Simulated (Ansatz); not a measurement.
System: SnO (slab), 4 atoms in the cell, biaxial strain +0.040, atoms relaxed. Starting structure of the relaxation:

```xyz
4
Lattice="3.9735 0.0000 0.0000 0.0000 3.9735 0.0000 0.0000 0.0000 30.6344" Properties=species:S:1:pos:R:3 pbc="T T T"
Sn    3.9729    3.9729   14.1352
O     3.9729    1.9862   15.3172
O     1.9861    3.9729   15.3172
Sn    1.9861    1.9861   16.4992
```

Method: DFT PBE+D3(BJ), scalar-relativistic, plane waves, PAW, no spin polarisation, 6×6×1 k mesh, 420 eV cutoff, Gaussian smearing of 0.02 eV (Ansatz 0.2.0).

What will the band structure look like? The path is Γ–X–S–Y–Γ–S.

A semiconductor. The gap along this path is 2.55 eV, from the valence-band top between Γ and S to the conduction-band bottom at Γ; the smallest direct gap, at Γ, is only slightly larger at 2.56 eV. The top valence band spans 0.8 eV and the lowest conduction band 1.1 eV. The direct gaps are 3.81 eV at X, 3.81 eV at Y and 3.83 eV at S.

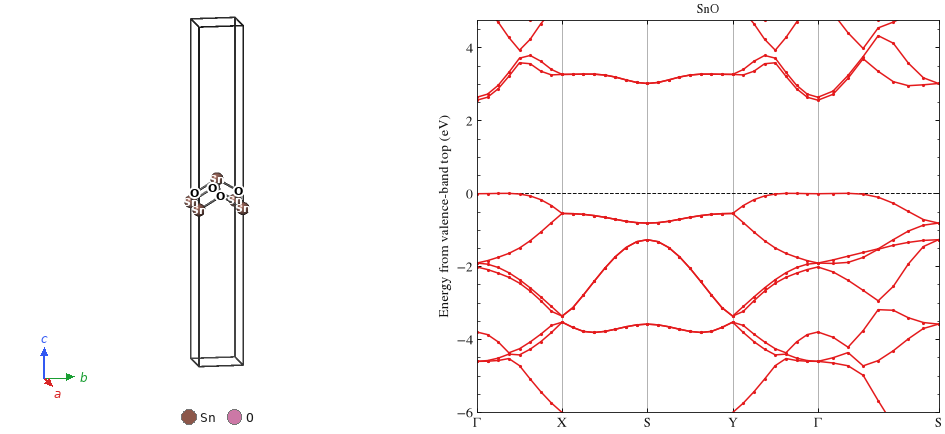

Band structure, beside the structure. Energies are counted from the top of the valence band.
